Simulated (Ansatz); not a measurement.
Structure data:

```yaml
crystal:
  lattice:
    - [3.14574, 0.00000, 0.00000]
    - [0.00000, 3.14574, 0.00000]
    - [0.00000, 0.00000, 3.31131]
  atoms:
    - { symbol: Ag, position: [0.00000, 0.00000, 0.00000] }
    - { symbol: Ag, position: [0.50000, 0.50000, 0.50000] }
```

Q: What would you see if this were drawn?

A: The element is silver. It is body-centred tetragonal, space group I4/mmm (No. 139). The cell holds two atoms.

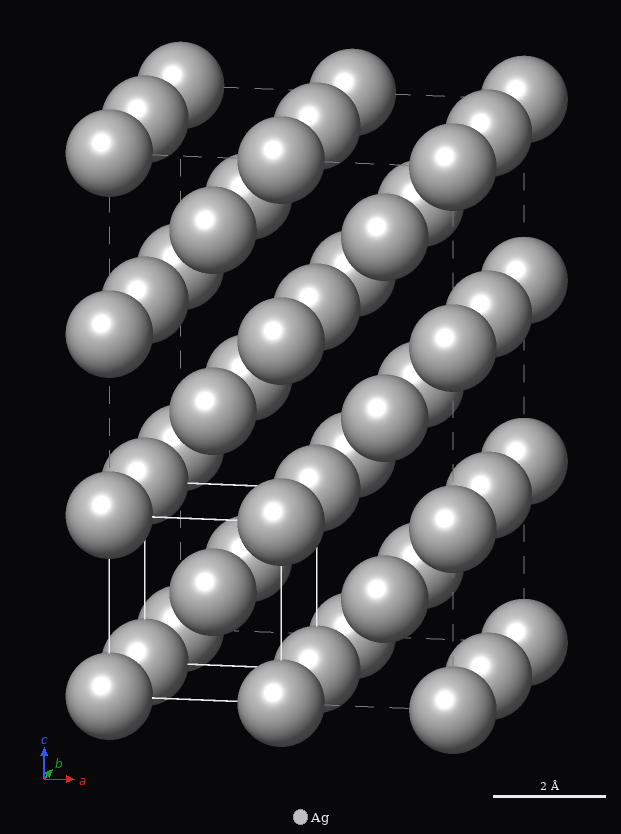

A spheres-only rendering, viewed slightly off an axis. The solid box is one conventional unit cell, and 2×2×3 cells are shown. Colours: silver light grey.

The model was built from a structure listed in the Materials Project. The cell was then strained or its atoms displaced on purpose. It was run through Ansatz as a DFT input.
